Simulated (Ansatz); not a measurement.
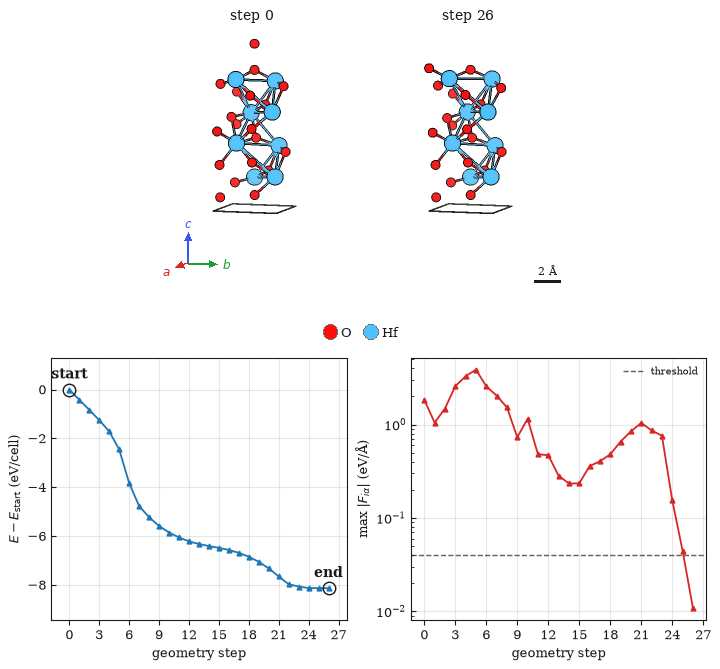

First and last geometry of a constrained relaxation of a slab of composition Hf8O17 (cut from the P2_1/c phase), with the history of the run. The picture is a ball-and-stick view of the cell of the calculation, outlined in the plane, without the vacuum (origin shifted), seen slightly off an axis.

Case: 1 O a cell, anchor, over a top O site. The slab is the (0 0 1) face of HfO2 with O on it. 12 atoms are held fixed.

Method: Ansatz 0.2.0, DFT PBE+D3(BJ), scalar-relativistic, plane waves, PAW. (plane-wave cutoff 420 eV; k-point mesh 3 × 3 × 1; occupations gaussian; smearing width 0.05 eV; collinear spin; dipole correction; atoms relaxed in a fixed cell; force threshold 0.04 eV/Å; at most 100 steps)

Question: Did the run converge, and what did it change?

Answer: It converged. The energy falls by 8.134 eV per cell of the calculation in 26 geometry steps. The largest force component goes from 1.8 to 0.011 eV/Å. The largest move is that of an O atom, 4.21 Å at 66° to the normal (−c side). By element the largest moves are O 4.21 Å, Hf 0.23 Å. The cell stays as it was. Near-neighbour distances that change, for instance: Hf–O 6.363 → 2.058 Å, Hf–O 3.288 → 1.997 Å, Hf–Hf 3.769 → 3.483 Å, Hf–Hf 3.567 → 3.839 Å. New bonds form: Hf–O (3.29 → 2.00 Å), Hf–O (6.36 → 2.06 Å). Among the angles between lasting bonds that change: Hf–O–Hf 110.5° → 95.6°, Hf–O–Hf 129.1° → 138.9°, Hf–O–Hf 102.8° → 111.9°. The run may lie on a higher electronic state than the lowest, so the end point isn't shown to be the ground-state structure.

```
step  E − E(0), meV/atom  largest force component, eV/Å
   0                0.00                         1.8420
   1              -16.78                         1.0492
   2              -33.29                         1.4819
   3              -50.12                         2.5740
   4              -68.51                         3.2913
   5              -98.01                         3.8682
   6             -153.17                         2.5683
   7             -190.85                         2.0389
   8             -209.10                         1.5272
   9             -223.42                         0.7310
  10             -234.18                         1.1534
  11             -242.26                         0.4806
  12             -248.61                         0.4698
  13             -252.96                         0.2830
  14             -256.30                         0.2338
  15             -259.32                         0.2348
  16             -262.75                         0.3589
  17             -267.46                         0.4043
  18             -273.73                         0.4796
  19             -282.13                         0.6578
  20             -292.90                         0.8453
  21             -306.03                         1.0407
  22             -318.90                         0.8657
  23             -322.59                         0.7589
  24             -325.17                         0.1542
  25             -325.33                         0.0445
  26             -325.35                         0.0108
```

Limits of the set-up: the periodic images lie only 5.1 Å apart, so the values are limited by the cell's size.
